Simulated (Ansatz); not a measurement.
# Al$_{2}$O$_{3}$: geometry relaxation (part 2 of 2)

The same run, continued: Al$_{2}$O$_{3}$ (20 atoms in the cell); DFT PBE, scalar-relativistic, plane waves, PAW, no spin polarisation (Ansatz 0.2.0); cutoff 420 eV, 4×6×6 k-mesh, Gaussian smearing of 0.02 eV. The structure derives from a Materials Project entry.

Geometry of the input (Å; fractional positions):
```
7.1615  0.0000  0.0000
0.0000  4.8956  0.0000
0.0000  0.0000  5.0368
Al 0.3905  0.2522  0.0305
Al 0.6095  0.2522  0.4695
Al 0.1095  0.2478  0.5305
Al 0.8905  0.2478  0.9695
Al 0.6095  0.7478  0.9695
Al 0.3905  0.7478  0.5305
Al 0.8905  0.7522  0.4695
Al 0.1095  0.7522  0.0305
O  0.6540  0.1070  0.1020
O  0.3460  0.1070  0.3980
O  0.8460  0.3930  0.6020
O  0.1540  0.3930  0.8980
O  0.3460  0.8930  0.8980
O  0.6540  0.8930  0.6020
O  0.1540  0.6070  0.3980
O  0.8460  0.6070  0.1020
O  0.0000  0.0494  0.2500
O  0.5000  0.4506  0.7500
O  0.0000  0.9506  0.7500
O  0.5000  0.5494  0.2500
```

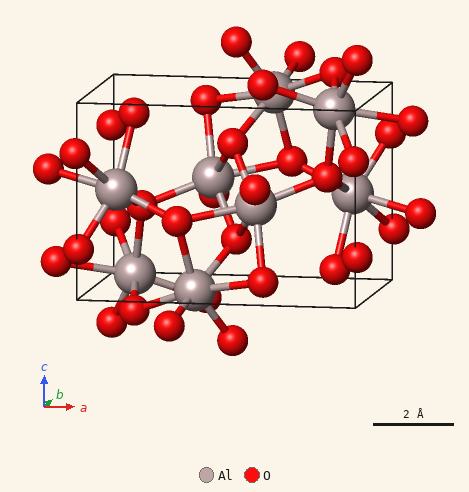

**Figure 1.** The geometry at step 3 of the log (ball-and-stick view of the cell of the calculation, seen slightly off an axis; bonded neighbours outside the cell are drawn too).

What the program printed, continued:
```
--- Per-component energies (eV) ---
  E_band       = 123.045444
  E_kinetic    = 2343.313884
  E_local      = -3959.802681  (includes V_loc(G=0)·N_el)
  E_nonlocal   = 644.238675
  E_hartree    = 1471.853771
  E_xc         = -1221.319634
  E_vxc        = -1386.678770  (∫ρ·V_xc dr)
  E_paw        = -5638.743170  (= ΣΔE_a)
  E_vpaw       = -461.763919  (= ΣTr[D̂ρ^β])
  E_aug_tail   = 0.030035  (compensation charges beyond the density's cutoff)
  E_ewald      = -4776.818953
  E_smearing   = -0.000000  (= −TS)
  E_closure    = -0.000000  (closes the sum)
  Σ components = -11137.248071   (vs F -11137.248071, Δ=0.00e0)
--- Forces (eV/Å), atoms counted from 1 ---
  atom   1  Al     0.00147609     0.00019270     0.00110530
  atom   2  Al    -0.00147609     0.00019270    -0.00110530
  atom   3  Al    -0.00147609    -0.00019270     0.00110530
  atom   4  Al     0.00147609    -0.00019270    -0.00110530
  atom   5  Al    -0.00147609    -0.00019270    -0.00110530
  atom   6  Al     0.00147609    -0.00019270     0.00110530
  atom   7  Al     0.00147609     0.00019270    -0.00110530
  atom   8  Al    -0.00147609     0.00019270     0.00110530
  atom   9  O      0.00261560     0.00227735    -0.00226536
  atom  10  O     -0.00261560     0.00227735     0.00226536
  atom  11  O     -0.00261560    -0.00227735    -0.00226536
  atom  12  O      0.00261560    -0.00227735     0.00226536
  atom  13  O     -0.00261560    -0.00227735     0.00226536
  atom  14  O      0.00261560    -0.00227735    -0.00226536
  atom  15  O      0.00261560     0.00227735     0.00226536
  atom  16  O     -0.00261560     0.00227735    -0.00226536
  atom  17  O      0.00000000    -0.00109713     0.00000000
  atom  18  O     -0.00000000     0.00109713     0.00000000
  atom  19  O      0.00000000     0.00109713     0.00000000
  atom  20  O     -0.00000000    -0.00109713     0.00000000
  max |Σ_I F_I| component: 8.67e-19 eV/Å
--- Stress (GPa, compression-positive) ---
       -6.345095       0.000000       0.000000
        0.000000      -6.378092       0.000000
        0.000000       0.000000      -6.394987
  P = ⅓ Tr σ = -6.3727 GPa (-63.727 kbar)
--- Band table (eV; the first three rows and the last of 48) ---
  k-point 0: bands = ["-11.4267", "-10.3976", "-9.6623", "-9.4542", "-9.3981", "-9.1990", "-8.9875", "-8.8719", "-8.8179", "-8.7597", "-8.7376", "-8.4914", "1.4556", "1.5099", "1.5303", "1.5377", "2.5057", "2.6765", "2.6799", "2.7988", "2.9989", "3.0106", "3.2125", "3.4475", "3.4885", "3.6586", "4.3880", "4.9587", "5.0614", "5.3757", "5.3844", "5.5931", "5.6663", "5.7511", "6.0556", "6.0986", "6.4505", "6.5034", "6.7670", "6.7702", "6.7839", "6.9445", "6.9994", "7.0217", "7.0306", "7.3620", "7.3676", "7.5085", "12.4943", "15.6633", "15.7456", "16.2700", "16.7327", "16.7800", "17.1620", "17.7239", "17.8072", "17.8106", "18.3548", "18.4074", "18.4394", "19.2394", "19.3475", "19.3697", "19.4798", "19.6183", "20.0646", "20.0733"]
  k-point 1: bands = ["-11.3389", "-10.3221", "-9.7396", "-9.6135", "-9.3611", "-9.1106", "-9.0642", "-8.9498", "-8.8666", "-8.7435", "-8.6572", "-8.5166", "1.4475", "1.4724", "1.6992", "1.8923", "2.2590", "2.6291", "2.7307", "2.8159", "2.9645", "3.0830", "3.2922", "3.3293", "3.7771", "3.9216", "4.4325", "4.7813", "5.0792", "5.2874", "5.5296", "5.5437", "5.6909", "5.7299", "5.9212", "6.1340", "6.2397", "6.4541", "6.5033", "6.5717", "6.8087", "6.8659", "7.0274", "7.0430", "7.0878", "7.2179", "7.3499", "7.4632", "12.9374", "15.8064", "15.8883", "16.1241", "16.4123", "16.9394", "17.0469", "17.4114", "17.8250", "18.1882", "18.3409", "18.3523", "18.5027", "18.9280", "19.1247", "19.4176", "19.7079", "19.7632", "20.0301", "20.0613"]
  k-point 2: bands = ["-11.0843", "-10.2143", "-10.1062", "-9.4798", "-9.4086", "-9.2590", "-9.1460", "-8.9732", "-8.8477", "-8.7019", "-8.6284", "-8.5921", "1.3985", "1.6480", "1.8380", "2.1883", "2.4557", "2.5780", "2.7591", "2.7601", "3.0127", "3.1429", "3.4453", "3.8329", "4.0423", "4.3573", "4.4617", "4.5385", "4.8792", "4.9883", "5.2795", "5.3526", "5.4145", "5.6680", "5.9269", "6.0181", "6.2376", "6.3202", "6.3997", "6.4135", "6.5094", "6.5860", "6.8746", "7.0183", "7.2492", "7.2965", "7.3116", "7.4187", "13.9303", "15.6856", "15.9874", "16.1925", "16.2627", "16.2856", "17.2669", "17.3267", "17.7998", "18.1320", "18.4902", "18.7168", "18.7532", "18.9557", "19.0525", "19.1357", "19.4288", "19.6051", "19.9382", "20.0149"]
  k-point 47: bands = ["-9.9392", "-9.9392", "-9.9392", "-9.9392", "-9.6132", "-9.6132", "-9.6132", "-9.6132", "-8.6578", "-8.6578", "-8.6578", "-8.6578", "1.8372", "1.8372", "1.8372", "1.8372", "2.8831", "2.8831", "2.8831", "2.8831", "3.6358", "3.6358", "3.6358", "3.6358", "4.1751", "4.1751", "4.1751", "4.1751", "5.1481", "5.1481", "5.1481", "5.1481", "5.8650", "5.8650", "5.8650", "5.8650", "6.1696", "6.1696", "6.1696", "6.1696", "6.7492", "6.7492", "6.7492", "6.7492", "7.0409", "7.0409", "7.0409", "7.0409", "16.0112", "16.0112", "16.0112", "16.0112", "16.5116", "16.5116", "16.5116", "16.5116", "17.3640", "17.3640", "17.3640", "17.3640", "18.4990", "18.4990", "18.4990", "18.4990", "20.4757", "20.4757", "20.4757", "20.4757"]
--- Relaxed structure (4 steps of the walk, 4 accepted, 1 SCFs on fresh bases) ---
  F+E_penalty+E_count = -11137.24807119 eV   max|allowed force component| = 2.616e-3 eV/Å   (the final SCF, on the basis selected at the relaxed cell)
  cell:  # Å, volume = 176.5874 Å³
    - [7.160362375625229, 0.0, 0.0]
    - [0.0, 4.8938370702606235, 0.0]
    - [0.0, 0.0, 5.039359270450988]
  atoms:
    - { symbol: Al, position: [0.3910192735833846, 0.2519965559681677, 0.029559636358429307] }
    - { symbol: Al, position: [0.6089807264166152, 0.2519965559681677, 0.4704403636415707] }
    - { symbol: Al, position: [0.1089807264166154, 0.24800344403183225, 0.5295596363584292] }
    - { symbol: Al, position: [0.8910192735833847, 0.24800344403183225, 0.9704403636415707] }
    - { symbol: Al, position: [0.6089807264166152, 0.7480034440318323, 0.9704403636415707] }
    - { symbol: Al, position: [0.3910192735833846, 0.7480034440318323, 0.5295596363584292] }
    - { symbol: Al, position: [0.8910192735833847, 0.7519965559681677, 0.4704403636415707] }
    - { symbol: Al, position: [0.1089807264166154, 0.7519965559681677, 0.0295596363584293] }
    - { symbol: O, position: [0.6537780613219614, 0.10673147037450664, 0.10146693607655888] }
    - { symbol: O, position: [0.34622193867803885, 0.10673147037450664, 0.3985330639234412] }
    - { symbol: O, position: [0.8462219386780387, 0.39326852962549336, 0.6014669360765589] }
    - { symbol: O, position: [0.15377806132196126, 0.39326852962549336, 0.898533063923441] }
    - { symbol: O, position: [0.34622193867803885, 0.8932685296254933, 0.898533063923441] }
    - { symbol: O, position: [0.6537780613219614, 0.8932685296254933, 0.6014669360765589] }
    - { symbol: O, position: [0.15377806132196126, 0.6067314703745066, 0.3985330639234412] }
    - { symbol: O, position: [0.8462219386780387, 0.6067314703745066, 0.10146693607655888] }
    - { symbol: O, position: [-4.541790916227835e-21, 0.04858340091186413, 0.24999999999999997] }
    - { symbol: O, position: [0.5, 0.451416599088136, 0.75] }
    - { symbol: O, position: [-4.541790916227837e-21, 0.951416599088136, 0.75] }
    - { symbol: O, position: [0.5, 0.5485834009118641, 0.24999999999999997] }
```

Trajectory as extended XYZ (Å, eV, eV/Å), 5 frames, from step=1 to step=5:
```
20
Lattice="7.1615 0.0000 0.0000 0.0000 4.8956 0.0000 0.0000 0.0000 5.0368" Properties=species:S:1:pos:R:3:forces:R:3 step=1 energy=-11137.24557 pressure_GPa=-6.53
Al    2.7962    1.2344    0.1539    0.0442  -0.0024  -0.0585
Al    4.3653    1.2344    2.3645   -0.0442  -0.0024   0.0585
Al    0.7845    1.2134    2.6722   -0.0442   0.0024  -0.0585
Al    6.3770    1.2134    4.8829    0.0442   0.0024   0.0585
Al    4.3653    3.6611    4.8829   -0.0442   0.0024   0.0585
Al    2.7962    3.6611    2.6722    0.0442   0.0024  -0.0585
Al    6.3770    3.6822    2.3645    0.0442  -0.0024   0.0585
Al    0.7845    3.6822    0.1539   -0.0442  -0.0024  -0.0585
O     4.6836    0.5237    0.5136   -0.0283  -0.0209  -0.0192
O     2.4779    0.5237    2.0047    0.0283  -0.0209   0.0192
O     6.0586    1.9241    3.0320    0.0283   0.0209  -0.0192
O     1.1029    1.9241    4.5231   -0.0283   0.0209   0.0192
O     2.4779    4.3719    4.5231    0.0283   0.0209   0.0192
O     4.6836    4.3719    3.0320   -0.0283   0.0209  -0.0192
O     1.1029    2.9715    2.0047   -0.0283  -0.0209   0.0192
O     6.0586    2.9715    0.5136    0.0283  -0.0209  -0.0192
O     0.0000    0.2421    1.2592    0.0000  -0.0307   0.0000
O     3.5808    2.2057    3.7776    0.0000   0.0307   0.0000
O     0.0000    4.6535    3.7776    0.0000   0.0307   0.0000
O     3.5808    2.6899    1.2592    0.0000  -0.0307   0.0000
20
Lattice="7.1647 0.0000 0.0000 0.0000 4.8945 0.0000 0.0000 0.0000 5.0357" Properties=species:S:1:pos:R:3:forces:R:3 step=2 energy=-11137.24677 pressure_GPa=-6.48
Al    2.7981    1.2340    0.1517    0.0365  -0.0032  -0.0364
Al    4.3666    1.2340    2.3661   -0.0365  -0.0032   0.0364
Al    0.7843    1.2132    2.6696   -0.0365   0.0032  -0.0364
Al    6.3805    1.2132    4.8839    0.0365   0.0032   0.0364
Al    4.3666    3.6605    4.8839   -0.0365   0.0032   0.0364
Al    2.7981    3.6605    2.6696    0.0365   0.0032  -0.0364
Al    6.3805    3.6812    2.3661    0.0365  -0.0032   0.0364
Al    0.7843    3.6812    0.1517   -0.0365  -0.0032  -0.0364
O     4.6851    0.5240    0.5141   -0.0150  -0.0290  -0.0239
O     2.4796    0.5240    2.0037    0.0150  -0.0290   0.0239
O     6.0619    1.9233    3.0319    0.0150   0.0290  -0.0239
O     1.1028    1.9233    4.5216   -0.0150   0.0290   0.0239
O     2.4796    4.3705    4.5216    0.0150   0.0290   0.0239
O     4.6851    4.3705    3.0319   -0.0150   0.0290  -0.0239
O     1.1028    2.9712    2.0037   -0.0150  -0.0290   0.0239
O     6.0619    2.9712    0.5141    0.0150  -0.0290  -0.0239
O     0.0000    0.2399    1.2589    0.0000   0.0018   0.0000
O     3.5824    2.2073    3.7767    0.0000  -0.0018   0.0000
O     0.0000    4.6546    3.7767    0.0000  -0.0018   0.0000
O     3.5824    2.6871    1.2589    0.0000   0.0018   0.0000
20
Lattice="7.1676 0.0000 0.0000 0.0000 4.8932 0.0000 0.0000 0.0000 5.0349" Properties=species:S:1:pos:R:3:forces:R:3 step=3 energy=-11137.24787 pressure_GPa=-6.40
Al    2.8012    1.2338    0.1496    0.0086  -0.0116  -0.0070
Al    4.3664    1.2338    2.3679   -0.0086  -0.0116   0.0070
Al    0.7826    1.2129    2.6670   -0.0086   0.0116  -0.0070
Al    6.3850    1.2129    4.8853    0.0086   0.0116   0.0070
Al    4.3664    3.6595    4.8853   -0.0086   0.0116   0.0070
Al    2.8012    3.6595    2.6670    0.0086   0.0116  -0.0070
Al    6.3850    3.6804    2.3679    0.0086  -0.0116   0.0070
Al    0.7826    3.6804    0.1496   -0.0086  -0.0116  -0.0070
O     4.6864    0.5224    0.5129    0.0015  -0.0045  -0.0118
O     2.4812    0.5224    2.0045   -0.0015  -0.0045   0.0118
O     6.0650    1.9242    3.0304   -0.0015   0.0045  -0.0118
O     1.1026    1.9242    4.5219    0.0015   0.0045   0.0118
O     2.4812    4.3708    4.5219   -0.0015   0.0045   0.0118
O     4.6864    4.3708    3.0304    0.0015   0.0045  -0.0118
O     1.1026    2.9690    2.0045    0.0015  -0.0045   0.0118
O     6.0650    2.9690    0.5129   -0.0015  -0.0045  -0.0118
O     0.0000    0.2385    1.2587    0.0000   0.0000   0.0000
O     3.5838    2.2081    3.7762    0.0000   0.0000   0.0000
O     0.0000    4.6547    3.7762    0.0000   0.0000   0.0000
O     3.5838    2.6852    1.2587    0.0000   0.0000   0.0000
20
Lattice="7.1604 0.0000 0.0000 0.0000 4.8938 0.0000 0.0000 0.0000 5.0394" Properties=species:S:1:pos:R:3:forces:R:3 step=4 energy=-11137.24822 pressure_GPa=-6.37
Al    2.7998    1.2332    0.1490    0.0015   0.0002   0.0011
Al    4.3605    1.2332    2.3707   -0.0015   0.0002  -0.0011
Al    0.7803    1.2137    2.6686   -0.0015  -0.0002   0.0011
Al    6.3800    1.2137    4.8904    0.0015  -0.0002  -0.0011
Al    4.3605    3.6606    4.8904   -0.0015  -0.0002  -0.0011
Al    2.7998    3.6606    2.6686    0.0015  -0.0002   0.0011
Al    6.3800    3.6801    2.3707    0.0015   0.0002  -0.0011
Al    0.7803    3.6801    0.1490   -0.0015   0.0002   0.0011
O     4.6813    0.5223    0.5113    0.0026   0.0023  -0.0023
O     2.4791    0.5223    2.0084   -0.0026   0.0023   0.0023
O     6.0593    1.9246    3.0310   -0.0026  -0.0023  -0.0023
O     1.1011    1.9246    4.5280    0.0026  -0.0023   0.0023
O     2.4791    4.3715    4.5280   -0.0026  -0.0023   0.0023
O     4.6813    4.3715    3.0310    0.0026  -0.0023  -0.0023
O     1.1011    2.9692    2.0084    0.0026   0.0023   0.0023
O     6.0593    2.9692    0.5113   -0.0026   0.0023  -0.0023
O     0.0000    0.2378    1.2598    0.0000  -0.0011   0.0000
O     3.5802    2.2092    3.7795    0.0000   0.0011   0.0000
O     0.0000    4.6561    3.7795    0.0000   0.0011   0.0000
O     3.5802    2.6847    1.2598    0.0000  -0.0011   0.0000
20
Lattice="7.1604 0.0000 0.0000 0.0000 4.8938 0.0000 0.0000 0.0000 5.0394" Properties=species:S:1:pos:R:3:forces:R:3 step=5 energy=-11137.24807 pressure_GPa=-6.37
Al    2.7998    1.2332    0.1490    0.0015   0.0002   0.0011
Al    4.3605    1.2332    2.3707   -0.0015   0.0002  -0.0011
Al    0.7803    1.2137    2.6686   -0.0015  -0.0002   0.0011
Al    6.3800    1.2137    4.8904    0.0015  -0.0002  -0.0011
Al    4.3605    3.6606    4.8904   -0.0015  -0.0002  -0.0011
Al    2.7998    3.6606    2.6686    0.0015  -0.0002   0.0011
Al    6.3800    3.6801    2.3707    0.0015   0.0002  -0.0011
Al    0.7803    3.6801    0.1490   -0.0015   0.0002   0.0011
O     4.6813    0.5223    0.5113    0.0026   0.0023  -0.0023
O     2.4791    0.5223    2.0084   -0.0026   0.0023   0.0023
O     6.0593    1.9246    3.0310   -0.0026  -0.0023  -0.0023
O     1.1011    1.9246    4.5280    0.0026  -0.0023   0.0023
O     2.4791    4.3715    4.5280   -0.0026  -0.0023   0.0023
O     4.6813    4.3715    3.0310    0.0026  -0.0023  -0.0023
O     1.1011    2.9692    2.0084    0.0026   0.0023   0.0023
O     6.0593    2.9692    0.5113   -0.0026   0.0023  -0.0023
O     0.0000    0.2378    1.2598    0.0000  -0.0011   0.0000
O     3.5802    2.2092    3.7795    0.0000   0.0011   0.0000
O     0.0000    4.6561    3.7795    0.0000   0.0011   0.0000
O     3.5802    2.6847    1.2598    0.0000  -0.0011   0.0000
```

Results in brief:

| quantity | value |
| --- | --- |
| outcome | converged |
| space group (tolerance 0.01 Å) | Pbcn (60) |
| electrons treated | 96 |
| free energy | −11137.2481 eV |
| Fermi energy | 10.001 eV |
| gap on the k-point mesh | 4.99 eV |
| pressure | −6.37 GPa |
| final volume | 176.59 Å³ |
| largest force (length of the vector) at the end | 0.004 eV/Å |
| final cell | a = 7.160 Å, b = 4.894 Å, c = 5.039 Å, α = 90.00°, β = 90.00°, γ = 90.00° |
| hardware | 4 threads of Arm Neoverse V2, 24 GiB of memory available, shared host |
| wall time | 49 s (CPU time 3.2 min) |
| peak memory | 0.85 GiB |

Remarks:

The cell is under a tension of 6.4 GPa at this level, so it is not at its equilibrium volume.
